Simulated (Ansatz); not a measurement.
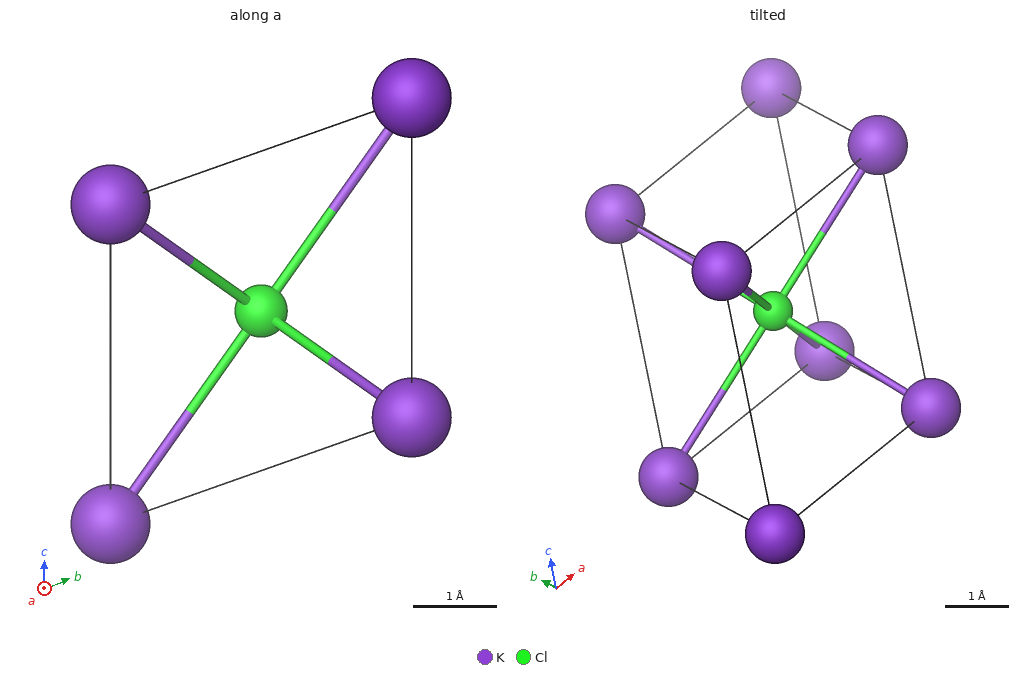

This ball-and-stick model is shown along the a axis and slightly off an axis. The edges of the simulation cell are marked.

This input was run:
```yaml
crystal:
  lattice:
    - [0.0, 3.1605725637, 3.1605725637]
    - [3.1605725637, 0.0, 3.1605725637]
    - [3.1605725637, 3.1605725637, 0.0]
  atoms:
    - { symbol: K, position: [0.0, 0.0, 0.0] }
    - { symbol: Cl, position: [0.5, 0.5, 0.5] }
kpoints:
  mp_grid: { grid: [8, 8, 8] }
  band_path:
    path:
      - [0.0, 0.0, 0.0]
      - [0.5, 0.0, 0.5]
      - [0.625, 0.25, 0.625]
      - [0.375, 0.375, 0.75]
      - [0.5, 0.5, 0.5]
      - [0.5, 0.25, 0.75]
    npoints: 1
hamiltonian:
  xc: r2scan
scf:
  occupations: { method: fixed }
  n_extra_bands: 4
output:
  forces: true
  stress: true
  eigenvalues: true
```
Run as:
```sh
ansatz run input.yaml --threads 4 --pin off --max-ram 4608MiB --backend cpu --events-out ev --progress --plain --runs-dir out
```

The numbers come from DFT, r2SCAN, plane waves, PAW (Ansatz 0.2.0), using a 500 eV plane-wave basis, an 8×8×8 grid in reciprocal space, no spin polarisation.

**How large a gap does the method give, if there is one?**

An insulator at this level, with a gap of 5.78 eV, direct.

**Which way would the volume go on relaxing?**

The computed pressure is -0.2 GPa (stretched: it would shrink).

The model was built from a structure type filled with these elements by a generator (whether the compound takes this form wasn't checked). The cell was then strained or its atoms displaced on purpose. It was run through Ansatz as a DFT input.
